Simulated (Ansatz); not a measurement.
# Al2Cu: what the fields show

```
Cu Al
1.0
     0.00000    0.00000   -4.87700
     6.03667   -6.03667    0.00000
    -6.09734   -6.09734    0.00000
Cu Al
8 16
Direct
  0.75000 0.75000 0.75000
  0.25000 0.25000 0.75000
  0.75000 0.25000 0.25000
  0.25000 0.75000 0.25000
  0.75000 0.25000 0.75000
  0.25000 0.75000 0.75000
  0.75000 0.75000 0.25000
  0.25000 0.25000 0.25000
  0.50000 0.15810 0.50000
  0.00000 0.65810 0.50000
  0.50000 0.65810 0.00000
  0.00000 0.15810 0.00000
  0.50000 0.50000 0.65810
  0.00000 0.00000 0.65810
  0.50000 0.00000 0.15810
  0.00000 0.50000 0.15810
  0.50000 0.84190 0.50000
  0.00000 0.34190 0.50000
  0.50000 0.34190 0.00000
  0.00000 0.84190 0.00000
  0.50000 0.00000 0.84190
  0.00000 0.50000 0.84190
  0.50000 0.50000 0.34190
  0.00000 0.00000 0.34190
```

Space group Fmmm; computed pressure about −4 GPa in this cell.

The calculation used Ansatz, Kohn-Sham DFT of a periodic cell, PBEsol, Ansatz PAW.

Core electrons are frozen (PAW), and the valence fields are smoothed inside the atomic spheres.

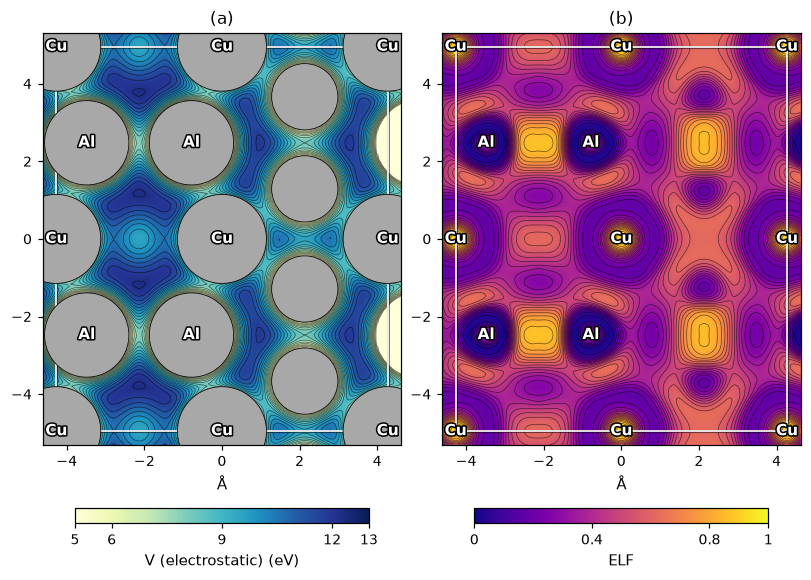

Figure 1. (a) electrostatic potential (local pseudopotential plus Hartree) felt by an electron; (b) electron localisation function on the (101̄) plane of the conventional cell. Grey discs cover the atomic cores in the potential map.

> Interpret the plot.

- Atoms in the plane: Cu and Al.
- Atoms just off the plane (Al, 0.7 Å away) can leave unmarked features too.
- Al–Cu (2.60 Å): the ELF peaks at about 0.65 between the atoms.
- Al–Al (2.70 Å): the ELF peaks at about 0.85 between the atoms.
- The features right at Cu lie inside the PAW spheres, where the map follows smoothed inner orbitals and isn't to be read closely.
- Outside the cores the potential energy rises away from the atoms and is highest about 1.8 Å from the nearest atoms; its zero is arbitrary.

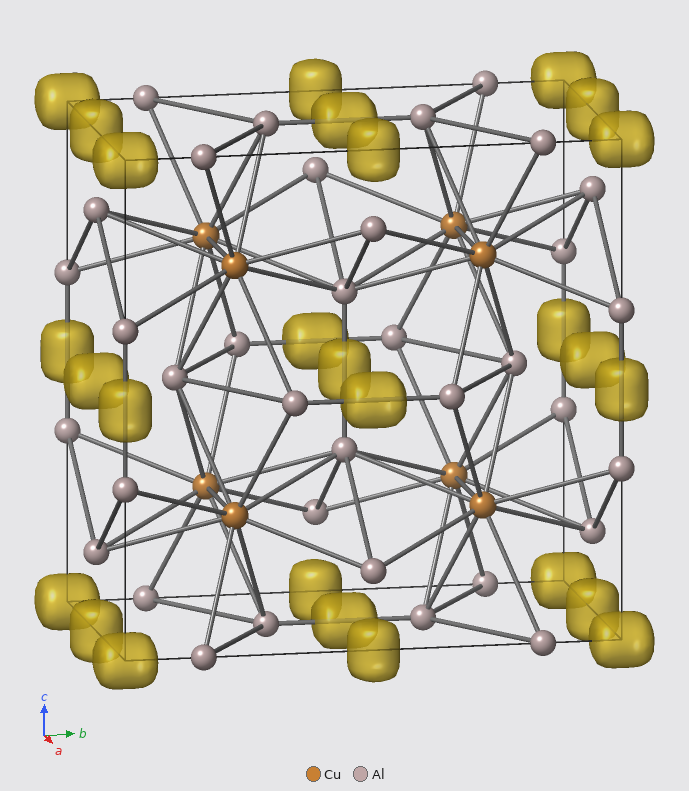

Figure 2. Isosurface of the ELF at 0.75 (yellow), seen slightly off an axis. Core shells and regions of very low density are left out. Sticks mark near contacts.

> Where are the electrons localised?

The surface consists of eight regions between bonded Al–Al atoms, counted in one cell of 24 atoms. Any copies at cell faces, edges or corners count once.


Cu–Cu (2.44 Å): the ELF is about 0.25 at the midpoint; no shared electron pair shows on this line. Al–Cu (2.58 Å): the ELF is about 0.45 at the midpoint.

> Metal or insulator at this level of theory?

It is gapless in this calculation (a metal or semimetal).
